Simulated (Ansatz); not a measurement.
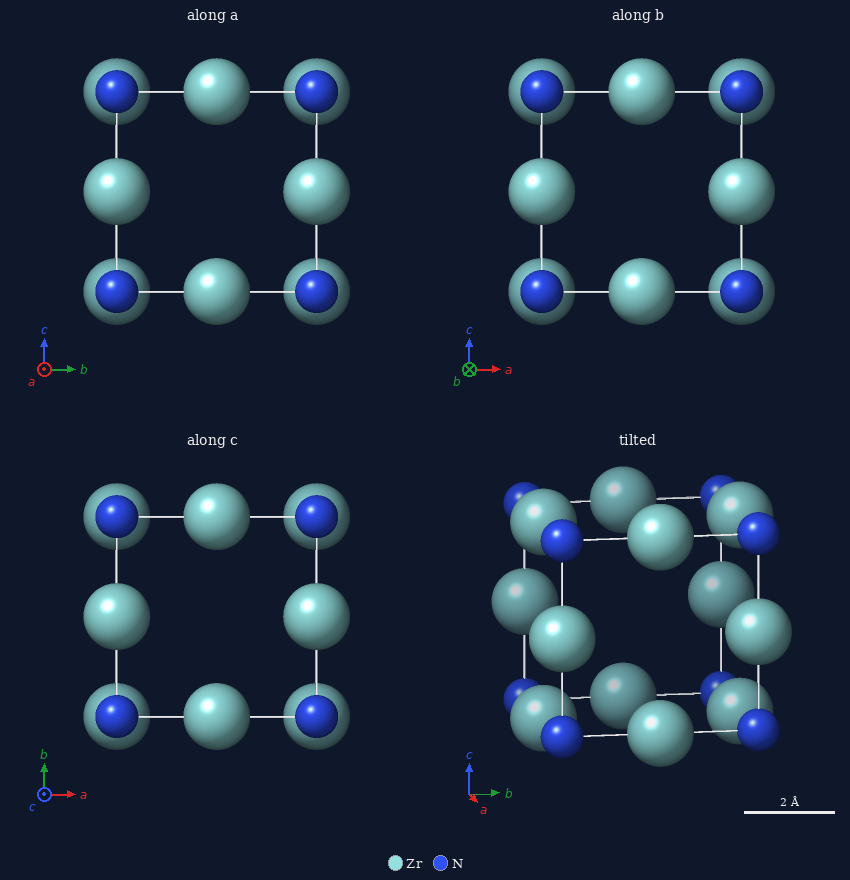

The image is a spheres-only drawing of a crystal, viewed along the a axis, along the b axis, along the c axis and slightly off an axis. Atoms at the boundary of the conventional unit cell (the box) are drawn once for each face, edge or corner they touch.

Lattice parameters: a = 4.443 Å, b = 4.443 Å, c = 4.443 Å, α = 90.00°, β = 90.00°, γ = 90.00°.

> Turn the picture into a table of Wyckoff sites.

Space group Pm-3m (No. 221).
```tsv
atom	site	x	y	z
Zr	3d	0.5000	0.0000	0.0000
N	1a	0.0000	0.0000	0.0000
```

It derives from a structure type filled with these elements by a generator (whether the compound takes this form wasn't checked). Earlier steps of the study may have refined or changed the cell and positions. It was run through Ansatz as a DFT input.
